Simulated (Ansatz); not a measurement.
# Where Cd_Ga puts its levels in the gap of GaN (P6_3mc)

Charge states of Cd_Ga in GaN (P6_3mc), set against the band edges. Model: a cell of 72 host atoms with 1 Ga taken out and 1 Cd put in.

Main program and level: Ansatz 0.2.0; place-levels on r2SCAN runs: charge-transition levels and formation energies with image-charge correction and potential alignment at the atomic sites; PAW set soft_1.

**Measured values to reproduce.**

For GaN, wurtzite (literature experimental value, sample not described, 2 K), “On the origin of Blue Luminescence in Mg doped GaN” (2017, arxiv:1708.04036) quotes earlier work: band gap (band gap at 2 K) 3.51 eV [Literature value quoted for comparison without method or sample details; may be an …].

### Step 1. The structure

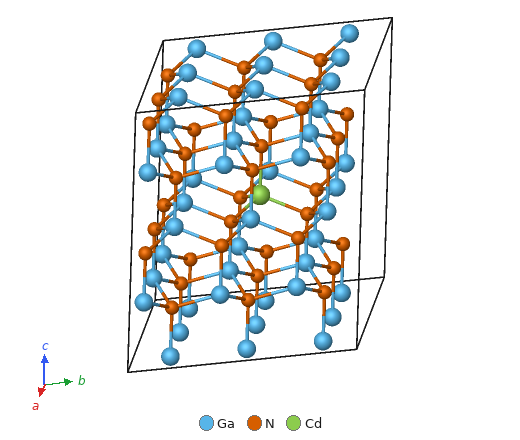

Start, viewed slightly off an axis; gallium blue, nitrogen orange, cadmium green. Some periodic images of atoms are drawn too.

The cell holds 72 atoms: 35 Ga, 36 N and 1 Cd. Cell: a = 9.550 Å, b = 9.550 Å, c = 10.368 Å, α = 90.0°, β = 90.0°, γ = 120.0°. It derives from GaN (space group P6_3mc). Nearest the centre at fractional (0.444, 0.556, 0.500): Cd34 at 0.00 Å, N11 at 1.95 Å, N43 at 1.95 Å, N35 at 1.95 Å, N40 at 1.95 Å, Ga9 at 3.18 Å, Ga13 at 3.18 Å, Ga41 at 3.18 Å.

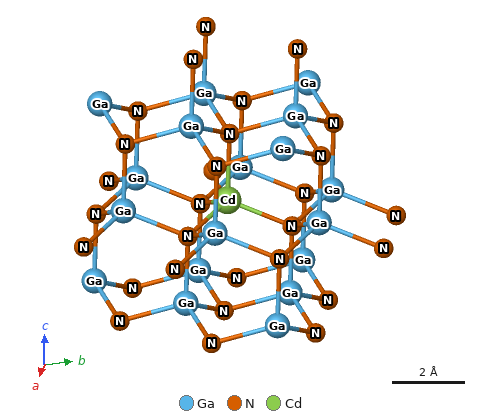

The atoms within 5 Å of the centre.

As a file:

```xyz
72
Lattice="9.5498 0.0000 0.0000 -4.7749 8.2704 0.0000 0.0000 0.0000 10.3677" Properties=species:S:1:pos:R:3 pbc="T T T"
Ga    1.5916    0.9189    2.5873
Ga    0.0000    1.8379    5.1792
N     1.5916    0.9189    4.5405
N     0.0000    1.8379    1.9486
Ga    1.5916    0.9189    7.7711
Ga    0.0000    1.8379   10.3630
N     1.5916    0.9189    9.7243
N     0.0000    1.8379    7.1324
Ga    0.0000    3.6757    2.5873
Ga   -1.5916    4.5947    5.1792
N     0.0000    3.6757    4.5405
N    -1.5916    4.5947    1.9486
Ga    0.0000    3.6757    7.7711
Ga   -1.5916    4.5947   10.3630
N     0.0000    3.6757    9.7243
N    -1.5916    4.5947    7.1324
Ga   -1.5916    6.4325    2.5873
Ga   -3.1833    7.3515    5.1792
N    -1.5916    6.4325    4.5405
N    -3.1833    7.3515    1.9486
Ga   -1.5916    6.4325    7.7711
Ga   -3.1833    7.3515   10.3630
N    -1.5916    6.4325    9.7243
N    -3.1833    7.3515    7.1324
Ga    4.7749    0.9189    2.5873
Ga    3.1833    1.8379    5.1792
N     4.7749    0.9189    4.5405
N     3.1833    1.8379    1.9486
Ga    4.7749    0.9189    7.7711
Ga    3.1833    1.8379   10.3630
N     4.7749    0.9189    9.7243
N     3.1833    1.8379    7.1324
Ga    3.1833    3.6757    2.5873
Cd    1.5916    4.5947    5.1792
N     3.1833    3.6757    4.5405
N     1.5916    4.5947    1.9486
Ga    3.1833    3.6757    7.7711
Ga    1.5916    4.5947   10.3630
N     3.1833    3.6757    9.7243
N     1.5916    4.5947    7.1324
Ga    1.5916    6.4325    2.5873
Ga    0.0000    7.3515    5.1792
N     1.5916    6.4325    4.5405
N     0.0000    7.3515    1.9486
Ga    1.5916    6.4325    7.7711
Ga    0.0000    7.3515   10.3630
N     1.5916    6.4325    9.7243
N     0.0000    7.3515    7.1324
Ga    7.9582    0.9189    2.5873
Ga    6.3665    1.8379    5.1792
N     7.9582    0.9189    4.5405
N     6.3665    1.8379    1.9486
Ga    7.9582    0.9189    7.7711
Ga    6.3665    1.8379   10.3630
N     7.9582    0.9189    9.7243
N     6.3665    1.8379    7.1324
Ga    6.3665    3.6757    2.5873
Ga    4.7749    4.5947    5.1792
N     6.3665    3.6757    4.5405
N     4.7749    4.5947    1.9486
Ga    6.3665    3.6757    7.7711
Ga    4.7749    4.5947   10.3630
N     6.3665    3.6757    9.7243
N     4.7749    4.5947    7.1324
Ga    4.7749    6.4325    2.5873
Ga    3.1833    7.3515    5.1792
N     4.7749    6.4325    4.5405
N     3.1833    7.3515    1.9486
Ga    4.7749    6.4325    7.7711
Ga    3.1833    7.3515   10.3630
N     4.7749    6.4325    9.7243
N     3.1833    7.3515    7.1324
```

Screening for the image-charge correction: ε∞ = (5.83, 5.83, 6.02), ε0 = (10.10, 10.10, 11.19), computed on the host (DFPT, PBEsol, on the r2SCAN cell), and a cell off the functional's own equilibrium shifts the ionic part.

The cell's shortest repeat is 9.5 Å.

### Step 2. Charge states

Levels follow from differences of total energies between charge states, each relaxed by itself.

Each atom starts 0.05 Å or so off its site in a random direction: a symmetric start keeps its symmetry, and would miss off-centre moves and Jahn–Teller distortions. Forces are taken at one point at (¼, ¼, ¼). The cell holds 1 electron more than the neutral one, with a uniform background that keeps it neutral on the whole.

The sampling was tested on the host first: at the k-points planned (1x1x1 shifted 0.25 0.25 0.25) its energy lies -0.023 eV an atom from the dense-mesh value, a large miss, so this sampling is coarse for the host.

One state's input; the others differ in charge, spin, start and seed, and in occupations where the table says so.

Contents of qm1.relax/input.yaml:

```yaml
crystal:
  lattice:
    - [3.18327254, 0.0, 0.0]
    - [-1.59163627, 2.75679489, 0.0]
    - [0.0, 0.0, 5.18383161]
  atoms:
    - { symbol: Ga, position: [0.66666667, 0.33333333, 0.49910624] }
    - { symbol: Ga, position: [0.33333333, 0.66666667, 0.99910624] }
    - { symbol: "N", position: [0.66666667, 0.33333333, 0.87589376] }
    - { symbol: "N", position: [0.33333333, 0.66666667, 0.37589376] }
  supercell: [3, 3, 2]
  defects: [{ substitution: { at: 33, symbol: Cd } }]
total_charge: -1
basis:
  ecutwfc: 500
  xc_grid: 2
hamiltonian:
  xc: r2scan
  pseudopotentials: { kind: paw, azcp: { folder: soft_1 } }
kpoints:
  mp_grid: { grid: [1, 1, 1], shift: [0.25, 0.25, 0.25] }
scf:
  occupations: { method: fixed }
  max_iter: 100
output:
  forces: true
  charged_corrections: { epsilon: [5.83, 5.83, 6.02], static_epsilon: [10.1, 10.1, 11.19] }
relax:
  f_tol: 0.02
  max_steps: 80
  random_displacement: { amplitude: 0.05, seed: 2105 }
checkpoint:
  write: "../qm1.relax.run"
  compress: false
  write_wavefunctions: true
  write_every: 100000
```

The run is started by

```bash
$ ansatz run input.yaml --threads 4 --pin off --max-ram 15073MiB --backend cpu --events-out ev --progress --plain --runs-dir out
```

Defect states can disperse in a cell of this size, so the energy is taken again at a 2×2×2 shifted mesh, on the relaxed structure.

The run of this state that the levels use, under r2SCAN:

Contents of qm1.point/input.yaml:

```yaml
crystal:
  checkpoint: "../qm1.relax.run"
  host: checkpoint
total_charge: -1
basis:
  ecutwfc: 500
  xc_grid: 2
hamiltonian:
  xc: r2scan
  pseudopotentials: { kind: paw, azcp: { folder: soft_1 } }
kpoints:
  mp_grid: { grid: [2, 2, 2], shift: [0.5, 0.5, 0.5] }
scf:
  occupations: { method: fermi_dirac, width: 0.01 }
  max_iter: 100
output:
  forces: true
  eigenvalues: true
  charged_corrections:
    epsilon: [5.83, 5.83, 6.02]
    static_epsilon: [10.1, 10.1, 11.19]
    defect_position: [0.444444, 0.555556, 0.499553]
  eigenstates: { localisation: true }
  populations: true
  band_densities: [{ bands: [v1, v1] }, { bands: [c1, c1] }]
  write_density: true
  write_potential: true
  volumetric_format: npy
  elf: true
checkpoint:
  read: "../qm1.relax.run"
  write: "../qm1.point.run"
  compress: false
  write_wavefunctions: false
  write_every: 100000
```

Relaxations under r2SCAN at one point at (¼, ¼, ¼); times on 4 threads of Arm Neoverse V2, shared host:

```csv
charge,moment (μB),occupations,outcome,steps,largest displacement against the far atoms (Å),time
−1,0,fixed,converged,5,0.24,2.5 min
0,1,fixed,converged,6,0.22,8 min
+1,0,fixed,not converged,-,-,3 min
+1,0,fermi-dirac,converged,7,0.21,3.9 min
+1,2,fixed,converged,7,0.22,8 min
```

Single points under r2SCAN at a 2×2×2 shifted mesh; times on 4 threads of Arm Neoverse V2, shared host:

```csv
charge,moment (μB),occupations,outcome,time
−1,0,fermi-dirac,converged,2.8 min
0,1,fermi-dirac,converged,8.9 min
+1,0,fermi-dirac,converged,4.8 min
+1,2,fermi-dirac,converged,7.5 min
```

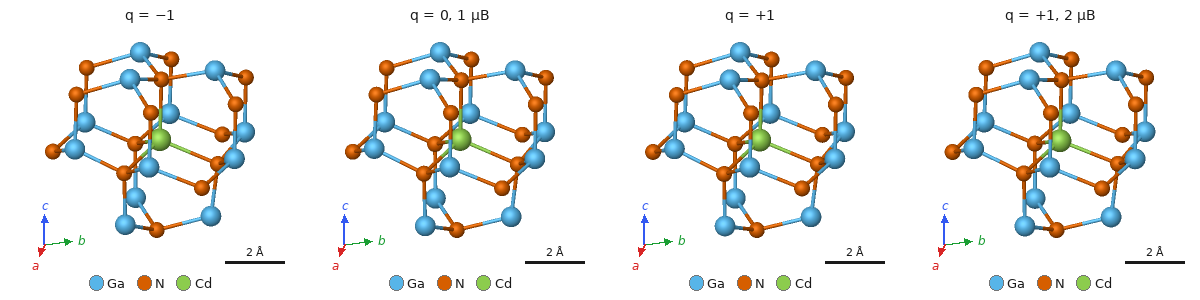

The structures near the centre after relaxation with r2SCAN, by charge.

Distances (Å) from Cd34 to the nearest atoms after relaxation with r2SCAN:

```csv
charge,moment (μB),1.,2.,3.,4.,5.,6.
−1,0,N 2.16,N 2.16,N 2.16,N 2.17,Ga 3.18,Ga 3.18
0,1,N 2.15,N 2.16,N 2.16,N 2.20,Ga 3.17,Ga 3.17
+1,0,N 2.15,N 2.16,N 2.16,N 2.17,Ga 3.19,Ga 3.19
+1,2,N 2.14,N 2.14,N 2.18,N 2.19,Ga 3.18,Ga 3.18
```

### Step 3. place-levels, r2SCAN

A charged cell interacts with its images and the background, and its potential has another zero than the host's. place-levels removes the first by a point-charge model, screened by the static dielectric constant since the ions have relaxed around the charge, and the second by comparing potentials at atoms far from the defect.

The host is a run of the defect-free crystal in the same cutoffs, grids and k-points, so that basis and sampling errors cancel in part in the differences. The host is run in a cell of 4 atoms on a matching mesh. Its band edges are searched through the zone by a band path, so the gap is smaller than, or equal to, that on the mesh. Chemical potentials are energies per atom of Ga (alpha-Ga (Cmce)) and Cd (hcp), run with the same functional and cutoff.

Contents of levels.point.yaml:

```yaml
host:
  run: host.point.run
states: [qm1.point.run, q0_M1.point.run, qp1.point.run, qp1_M2.point.run]
geometry_from:
  qm1.point.run: qm1.relax.run
  q0_M1.point.run: q0_M1.relax.run
  qp1.point.run: qp1.relax_smeared.run
  qp1_M2.point.run: qp1_M2.relax.run
  host.point.run: host.relax.run
chemical_potentials:
  Ga:
    energy: -3790.270342
    dataset: <sha256 of the dataset>
  Cd:
    energy: -8268.253598
    dataset: "<sha256 of the dataset>"
epsilon: [5.83, 5.83, 6.02]
static_epsilon: [10.1, 10.1, 11.19]
vertical:
  - { from: qm1.point.run, to: qm1.point_neutral.run }
  - { from: qp1.point.run, to: qp1.point_neutral.run }
  - { from: qp1_M2.point.run, to: qp1_M2.point_neutral.run }
```

The run is started by

```bash
$ ansatz place-levels levels.point.yaml -- --threads 4 --pin off --max-ram 15073MiB
```

Numbers of over 12 decimals in the logs are rounded to 6 here.

Log:

```text
[... repeated set-up lines and file paths are left out, and long positions are rounded to six places ...]
(+1/0) 0.037 eV beneath the valence edge (-0.175 eV without the band-filling correction), in the valence band
(0/-1) 0.348 eV above the valence edge, 2.004 eV under the conduction edge
formation energy of charge +1: +4.207 eV with the Fermi level at the valence edge
formation energy of charge 0: +4.170 eV with the Fermi level at the valence edge
formation energy of charge -1: +4.518 eV with the Fermi level at the valence edge
vertical -1 to 0: no energy, since no alignment is typed
  the change from vertical[0].from (qm1.point.run) to vertical[0].to (qm1.point_neutral.run): by its potential at epsilon [5.83, 5.83, 6.02] it stands at 0.496 0.505 0.433, with an rms radius of about 3.1 Å (2.0 2.0 1.4 Å across the planes of the cell's [...]
vertical +1 to 0: no energy, since no alignment is typed
  the change from vertical[1].from (qp1.point.run) to vertical[1].to (qp1.point_neutral.run): by its potential at epsilon [5.83, 5.83, 6.02] it stands at 0.463 0.532 0.438, with an rms radius of about 4.9 Å (2.6 2.6 3.4 Å across the planes of the cell's [...]
vertical +1 to 0: no energy, since no alignment is typed
  the change from vertical[2].from (qp1_M2.point.run) to vertical[2].to (qp1_M2.point_neutral.run): by its potential at epsilon [5.83, 5.83, 6.02] it stands at 0.472 0.527 0.504, with an rms radius of about 3.4 Å (1.5 1.5 2.6 Å across the planes of the cell's [...]
  edges by r2scan, gap 2.352 eV; the host is sampled to repeats of 19.10 Å
  the defect's cells are sampled to repeats of 19.10 Å, like sampling
  charge +1: -154833.1832 eV with its correction of +0.296 eV, at epsilon [10.1, 10.1, 11.19], aligned at sites: +0.0862 eV, mean over 33 atomic sites at or beyond 4.77 Å from the defect at [0.4444, 0.5556, 0.4996], with +0.000000 for the charge's moments and [...]
  charge 0: +0.000 eV for its dipole among its images, +0.000 omitted
  states[1] (q0_M1.point.run): levels filled in part (TS 0.001 eV): its energy is of no whole electron's
  charge -1: -154814.0703 eV with its correction of +0.031 eV, at epsilon [10.1, 10.1, 11.19], aligned at sites: +0.1789 eV, mean over 33 atomic sites at or beyond 4.77 Å from the defect at [0.4444, 0.5556, 0.4996], with +0.000000 for the charge's moments and [...]
  charge +1: states[2] (qp1.point.run) stands 0.019 eV higher, with a moment of 0.00 μB against 2.00
  states[2] (qp1.point.run): levels filled in part (TS 0.012 eV): its energy is of no whole electron's
  of states[3] (qp1_M2.point.run): it parts from the run at its places by a charge that spreads by about 2.6 Å along one vector (1.8 Å or more is wide), by its potential at epsilon [5.83, 5.83, 6.02], taken for that of held ions (one typed too small widens [...]
  of states[1] (q0_M1.point.run): stability_check_not_made
  of states[0] (qm1.point.run): it parts from the run at its places by a charge that spreads by about 2 Å along one vector (1.4 Å or more is wide), by its potential at epsilon [5.83, 5.83, 6.02], taken for that of held ions (one typed too small widens it), [...]
  of states[2] (qp1.point.run): it parts from the run at its places by a charge that spreads by about 3.4 Å along one vector (1.8 Å or more is wide), by its potential at epsilon [5.83, 5.83, 6.02], taken for that of held ions (one typed too small widens it), [...]
  of vertical[0].from (qm1.point.run): it parts from the run at its places by a charge that spreads by about 2 Å along one vector (1.4 Å or more is wide), by its potential at epsilon [5.83, 5.83, 6.02], taken for that of held ions (one typed too small widens [...]
  vertical[0].to (qm1.point_neutral.run): levels filled in part (TS 0.007 eV): its energy is of no whole electron's
  of vertical[0].to (qm1.point_neutral.run): stability_check_not_made
  vertical[1].from (qp1.point.run): levels filled in part (TS 0.012 eV): its energy is of no whole electron's
  of vertical[1].from (qp1.point.run): its displacements don't fall off away from the defect: farther atoms stand 0.012 Å off the host's places. [...]
  vertical[1].to (qp1.point_neutral.run): levels filled in part (TS 0.002 eV): its energy is of no whole electron's
  of vertical[1].to (qp1.point_neutral.run): its displacements don't fall off away from the defect: farther atoms stand 0.012 Å off the host's places. [...]
  of vertical[2].from (qp1_M2.point.run): its displacements don't fall off away from the defect: farther atoms stand 0.012 Å off the host's places. [...]
  vertical[2].to (qp1_M2.point_neutral.run): levels filled in part (TS 0.005 eV): its energy is of no whole electron's
  of vertical[2].to (qp1_M2.point_neutral.run): its displacements don't fall off away from the defect: farther atoms stand 0.012 Å off the host's places. [...]
```

Elapsed: 0.42 s, on 4 threads of Arm Neoverse V2, shared host.

Levels between the charges placed, in eV above the valence top:

```csv
,gap (eV),(+1/0),(0/−1)
r2SCAN,2.35,-0.04,0.35
```

Corrections by state:

```csv
charge,moment (μB),image terms and alignment (eV),band filling (eV),ε used,"over the lowest of its charge, as the program ranks them, band filling apart (eV)"
+1,2.0,0.296,-0.137,"principal values (10.10, 10.10, 11.19)",0.000
0,1.0,0.000,-,-,0.000
−1,0.0,0.031,-,"principal values (10.10, 10.10, 11.19)",0.000
+1,0.0,0.256,-,"principal values (10.10, 10.10, 11.19)",0.019
```

The charged structures listed were also run neutral, and place-levels reads from each pair, by the potential or the spins, how wide the charge is by which they differ; that can be the carrier of either run.

```csv
charge,rms radius (Å),spread where it is widest against the cell (Å),wide from (Å),reading
+1,3.4,2.60,1.80,wide
−1,3.1,1.99,1.43,wide
```

The neutral runs of these pairs need not share the spin of the lowest neutral state, and very wide values only mean spread over the cell.

From the program's caveats on the states, each cut to its opening words:

- charge +1 (2 μB): it parts from the run at its places by a charge that spreads by about 2.6 Å along one vector (1.8 Å or more is wide), by its potential at epsilon [5.83, 5.83, [...]
- charge +1 (2 μB): a band-filling correction moves a carrier to the host's band edge, which changes its energy by -0.137 eV
- charge +1 (2 μB): the host's ions (past the first shell or, of a walk that freed a part, those that it held) aren't shown at rest: they stand up to 0.057 Å off their sites, 1.51 [...]
- charge +1 (2 μB), +1: its displacements don't fall off away from the defect: farther atoms stand 0.012 Å off the host's places
- charge +1 (2 μB), 0 (1 μB): flagged: stability check not made
- charge −1: it parts from the run at its places by a charge that spreads by about 2 Å along one vector (1.4 Å or more is wide), by its potential at epsilon [5.83, 5.83, [...]
- charge −1: its alignment with the host at atomic sites is doubtful: the mean over the far sites moves by +0.0589 eV from their farther parts to their nearer, more than [...]
- charge +1: it parts from the run at its places by a charge that spreads by about 3.4 Å along one vector (1.8 Å or more is wide), by its potential at epsilon [5.83, 5.83, [...]
- charge +1: the host's ions (past the first shell or, of a walk that freed a part, those that it held) aren't shown at rest: they stand up to 0.067 Å off their sites, 1.30 [...]

The host's formation energy from the elements is -0.653 eV per atom; it sets how far the chemical potentials can move.

Limit set by the element alone; other compounds of these elements are not counted. Chemical potentials from the elements' reference states: Ga 0.00 eV, N -1.31 eV, Cd 0.00 eV. Formation energy by charge state (Ga-rich; gap 2.35 eV):

```csv
charge,at valence top (eV),at conduction bottom (eV),correction included (eV)
+1,4.21,6.56,0.16
0,4.17,4.17,0.00
−1,4.52,2.17,0.03
```

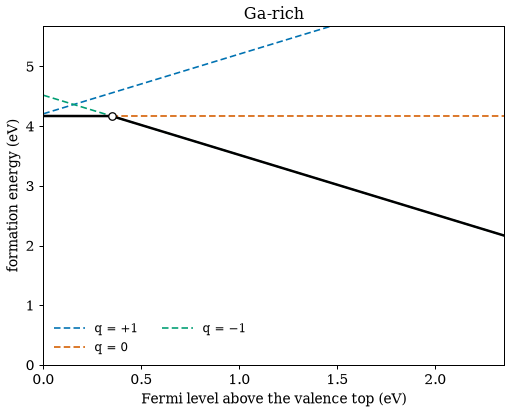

Formation energy against Fermi level; the thick line follows the lowest charge state and circles mark the transition levels.

Limit set by the element alone; other compounds of these elements are not counted. Chemical potentials from the elements' reference states: N 0.00 eV, Ga -1.31 eV, Cd 0.00 eV. Formation energies (N-rich), with the Fermi level at the valence top and at the conduction bottom (gap 2.35 eV):

```csv
charge,at valence top (eV),at conduction bottom (eV),correction included (eV)
+1,2.90,5.25,0.16
0,2.86,2.86,0.00
−1,3.21,0.86,0.03
```

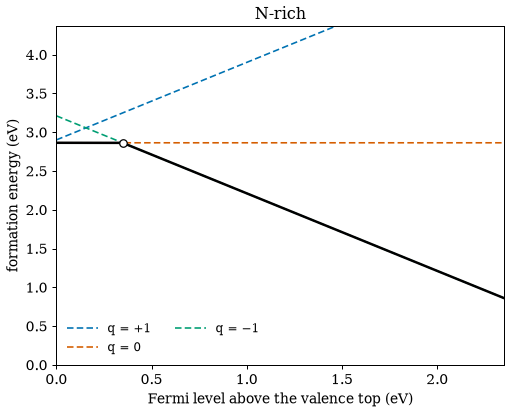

Formation energy against Fermi level; the thick line follows the lowest charge state and circles mark the transition levels.

Charge transition levels, in eV, zero at the valence-band top of the host:

```csv
,conduction bottom,valence top
Cd_Ga,2.35,0.00
```

```csv
,level,energy (eV)
Cd_Ga,(+1/0),-0.04
Cd_Ga,(0/−1),0.35
```

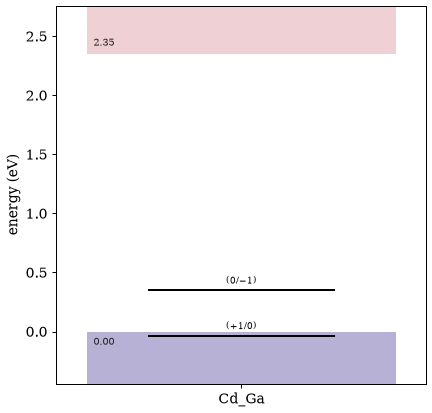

Charge transition levels. Shaded: valence and conduction bands.

### Step 4. Outcome

```yaml
gap_of_the_host: 2.35 eV (r2SCAN)
level_plus_1_over_0: 0.04 eV below the valence top (-0.17 eV above the valence top without the band-filling term)
level_0_minus_1: 0.35 eV above the valence top
lowest_of_the_charges_placed_just_above_the_valence_top_0p02_ev: 0
lowest_of_the_charges_placed_just_below_the_conduction_bottom_0p02_ev: −1
lowest_formation_energy_at_mid_gap_of_the_charges_run_ga_rich: 3.34 eV
lowest_formation_energy_at_mid_gap_of_the_charges_run_n_rich: 2.04 eV
```

Of the charges placed (−1, 0 and +1), the lowest changes at 0.35 eV (0/−1) above the valence top, in a gap of 2.35 eV. Charges below −1 were not placed, so these runs say nothing of levels that involve them. States placed: +1 at 2 μB and 0 μB; 0 at 1 μB; −1 at 0 μB. Other spin states or structures, where not listed, weren't placed. The program finds carriers beyond a band edge of the host and adds a band-filling term at charge +1 (-0.14 eV); steps to such a charge show no bound level, and a defect level inside a band would be read the same way. Cd is taken at its element; compounds, which aren't counted here, bound the chemical potentials and would shift these formation energies. The program doubts the alignment of potentials for at least one state, a sign that the cell is small. Limits: r2SCAN makes the gap too small and tends to spread out bound carriers; where a gas molecule sets a chemical potential or the host's formation energy, its binding is uncorrected; spin–orbit coupling, which can matter with heavy atoms, is left out; force components of up to 0.35 eV/Å remain in a run at the final settings.

Computed beside measured:

```
                             quantity  measured           r2SCAN
band gap (least gap of the host) (eV)      3.51  2.35 (-1.16 eV)
```

Measured values from arxiv:1708.04036 (2017).

**Verdict.** The band gap is off by -1.16 eV: a clear miss. Local and semilocal functionals usually give gaps below the measured ones. Zero-point and thermal motion shift the measured gap.

[Logs are printed without paths, hosts, clocks, repeated set-up lines and the standing remarks that a program may print on its own settings, such as how far it seeks lower states.]

[Hosts, paths, dates, database ids (printed as entryN), source tags and the programs' standing remarks are cut or masked in the printed files.]

[Where a table of states has a column of steps, it counts the stored structures, which are thinned; the runs took as many ionic steps or more.]

[A defect's name tells the site on which it was built; relaxed atoms can leave that site.]

[For some hosts the program warned that the k-mesh of the response run may be too coarse for force constants and the static dielectric constant; such warnings are not shown here.]
